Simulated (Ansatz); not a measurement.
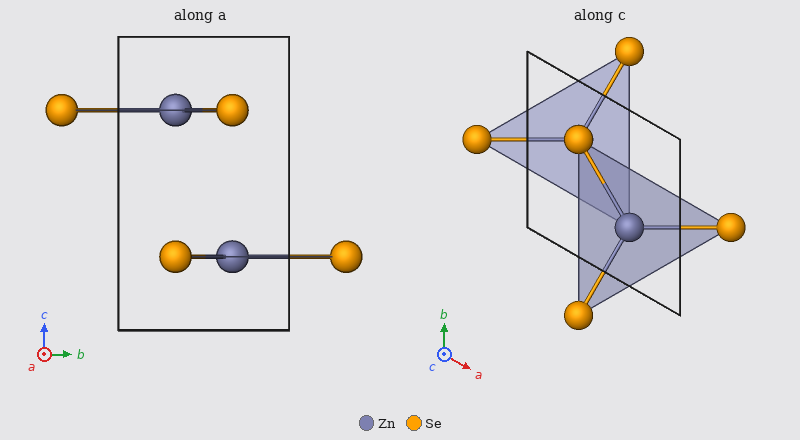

The crystal in a polyhedral representation, seen along the a axis and along the c axis. The parallelepiped is the conventional unit cell. Some atoms of the next cells are drawn as well.

ZnSe, space group P6_3/mmc (No. 194), a = 4.15 Å, b = 4.15 Å, c = 6.17 Å, α = 90.00°, β = 90.00°, γ = 120.00°.

The numbers come from Ansatz, DFT, r2SCAN, plane waves, PAW, using plane waves to 500 eV, a 12×12×4 grid in reciprocal space, no spin polarisation.

> What is the band gap, if any?

A semiconductor at this level, with a gap of 0.84 eV, direct.

> State the hydrostatic pressure.

The computed pressure is 0.0 GPa, close to zero.

It goes back to a structure type filled with these elements by a generator (whether the compound takes this form wasn't checked). Earlier steps of the study may have refined or changed the cell and positions. It was run through Ansatz as a DFT input.
